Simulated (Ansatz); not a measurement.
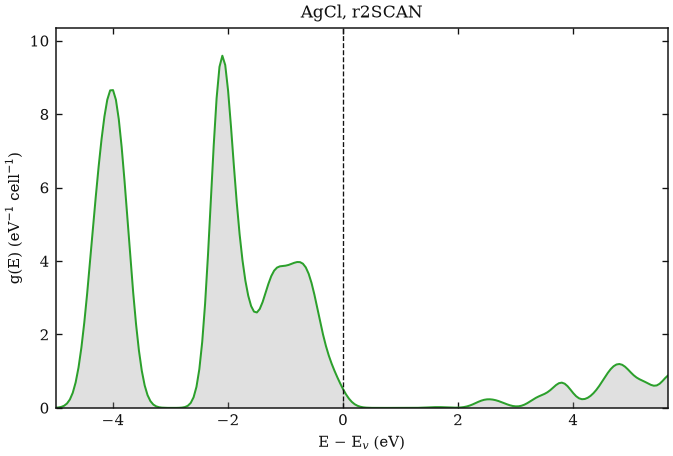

Density of states. Energies are counted from the top of the valence band. The curve is built from the levels of the k mesh with Gaussians 0.4 eV wide, which also blur the band edges.

Calculation on AgCl, space group F-43m, 2 atoms in the cell, zincblende type.

Computed with Ansatz: DFT, r2SCAN, plane waves, PAW, no spin polarisation, 6×6×6 k mesh, 500 eV cutoff.

Metal or insulator, going by the density of states?

Answer. There is a gap; over the k points computed it is 1.65 eV (direct among those points).

How wide is the upper valence band?

Answer. The upper group of valence states starts about 2.3 eV under the valence-band top, with a gap beneath it; it holds about 10 electrons a cell.
